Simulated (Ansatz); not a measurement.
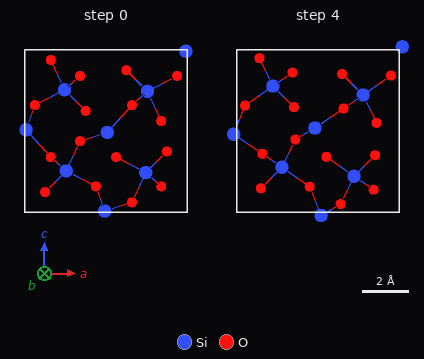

The structure of a crystal of SiO₂ (set up in P2_13) before (left) and after (right) a relaxation, at one scale.

The picture is a ball-and-stick view of the cell of the calculation, seen along the b axis.

All numbers below come from Ansatz, DFT, r2SCAN, plane-wave PAW, default files, scalar-relativistic. Set-up: plane-wave cutoff 500 eV; k-point mesh 4 × 4 × 4; occupations fermi dirac; smearing width 0.01 eV; no spin polarisation; atoms relaxed in a fixed cell; force threshold 0.02 eV/Å; at most 60 steps.

Q: Summarise the run.

A: After 3 accepted moves (4 points after the start) the energy has fallen by 5.915 eV per cell of the calculation. The largest force component goes from 2.5 to 0.017 eV/Å. 1 step only repeated the SCF at the same geometry. The largest moves, 0.34 Å, are those of Si atoms. By element the largest moves are Si 0.34 Å, O 0.29 Å. The cell stays as it was. Near-neighbour distances that change, for instance: O–Si 1.668 → 1.612 Å, O–Si 1.649 → 1.602 Å, O–Si 1.597 → 1.611 Å, O–Si 1.612 → 1.604 Å. Bond angles that change, for instance: O–Si–O 95.4° → 109.0°, Si–O–Si 138.0° → 148.6°, O–Si–O 119.1° → 109.9°. The space group stays P2_13 (No. 198).
